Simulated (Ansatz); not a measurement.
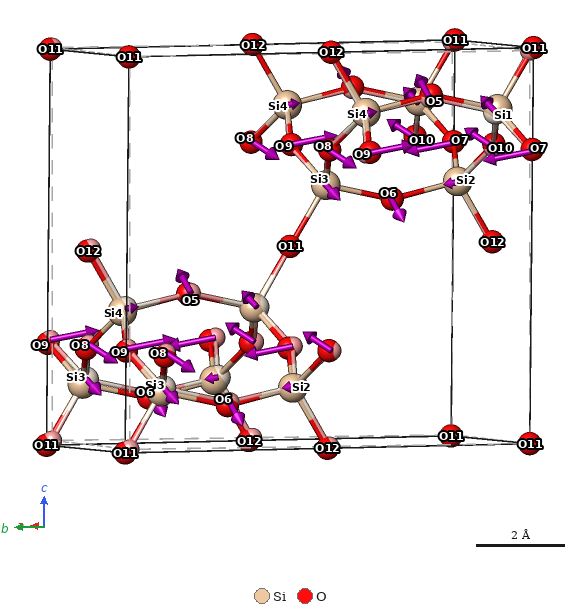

Crystalline SiO$_{2}$ (set up in Imma), drawn pale, and a changed version of it, drawn solid. The purple arrows show how the atoms are displaced (without the part that the change of the cell carries along), magnified 20 times. The picture is a ball-and-stick view of the conventional cell (2 times the calculation's cell), seen from a free direction. Lengths and directions refer to the drawn axes.

These are results of DFT PBE, scalar-relativistic, plane waves, PAW (Ansatz 0.2.0), not measurements. Set-up: plane-wave cutoff 420 eV; k-point mesh 6 × 6 × 6; occupations gaussian; smearing width 0.02 eV; no spin polarisation.

Question: What was done to the structure, and with what result?

Answer: Strain along c alone, +2.0 %, is applied. The other axes are held and the atoms relaxed. Cell: a 5.287 → 5.301 Å (+0.3 %), b 9.650 → 9.740 Å (+0.9 %), c 8.943 → 9.015 Å (+0.8 %), α 90.0° → 91.0°, β 90.0° → 90.5°, γ 90.0° → 89.4°. Volume +2.0 %. The largest moves relative to the cell, 0.057 Å, are those of O7 and O9. O9 goes along [−3 −3 1]. By element the largest moves are O 0.057 Å, Si 0.031 Å. Among the bonded contacts that change: O–Si 1.611 → 1.618 to 1.627 Å, O–Si 1.624 → 1.629 to 1.632 Å. The space group (tolerance 0.01 Å) goes from Imma (No. 74) to P-1 (No. 2). The energy rises by 3.3 meV per atom. Pressure: 0.0 GPa before, −1.9 GPa after. The principal stresses (compression positive) are −1.0 GPa along [0 2 1], −1.6 GPa roughly along a, −3.1 GPa along [1 1 −2]. The gap on the k-mesh goes from 5.39 to 5.33 eV.
